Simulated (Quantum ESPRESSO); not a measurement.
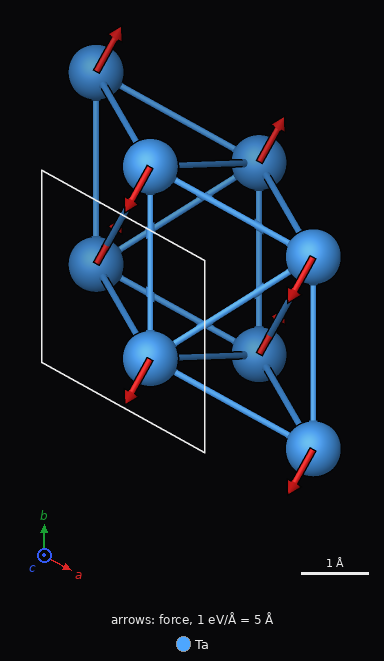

Starting geometry of crystalline Ta (set up in Cmcm) with the computed forces as red arrows. Style: ball-and-stick. Shown: the cell of the calculation, repeated 2 × 2 × 1 with one cell outlined, along the c axis.

The run lets the atoms move in a fixed cell. The cell is held at a strain of −4.0 % (uniaxial x).

Method: Quantum ESPRESSO, Kohn-Sham DFT of a periodic cell, PBEsol, GBRV 1.5 PBEsol.

Input file:
```
&CONTROL
  calculation = 'relax'
  prefix = 'pwscf'
  outdir = './tmp'
  pseudo_dir = './pseudo'
  tprnfor = .true.
  tstress = .true.
  disk_io = 'low'
  nstep = 40
  forc_conv_thr = 0.0004
  etot_conv_thr = 1d-05
/
&SYSTEM
  ibrav = 0
  nat = 2
  ntyp = 1
  ecutwfc = 56
  ecutrho = 448
  nbnd = 20
  occupations = 'smearing'
  smearing = 'fd'
  degauss = 0.00367493
/
&ELECTRONS
  conv_thr = 4d-10
  electron_maxstep = 120
  mixing_beta = 0.5
/
&IONS
  ion_dynamics = 'bfgs'
/
ATOMIC_SPECIES
Ta   180.9479 ta_pbesol_v1.uspp.F.UPF
CELL_PARAMETERS angstrom
   2.7843571897    0.0000000000    0.0000000000
  -1.3921785948    2.5117958953    0.0000000000
   0.0000000000    0.0000000000    5.1662740000
ATOMIC_POSITIONS angstrom
Ta    -0.0000000001    1.6745305970    1.2915685000
Ta     1.3921785950    0.8372652983    3.8747055000
K_POINTS automatic
11 11 5 0 0 0
```

Launched with:
```bash
OMP_NUM_THREADS=1 mpirun -n 2 pw.x -nk 2 -in pw.in > pw.out
```

Q: What follows when this structure is relaxed?

A: It isn't relaxed: the largest force vector, on Ta atoms, is 0.16 eV/Å. The atoms end up moving mostly along the starting forces (cosine between the two patterns 1.00). The largest moves, 0.15 Å, are those of Ta atoms. The cell stays as it was. Among the contacts that change: Ta–Ta 3.078 → 2.927 Å, Ta–Ta 3.052 → 3.147 Å. The space group stays Cmcm (No. 63). Over 14 geometry steps the energy falls by 20.0 meV per atom. Largest force component: 0.16 eV/Å at the start, 0.00086 eV/Å at the end.
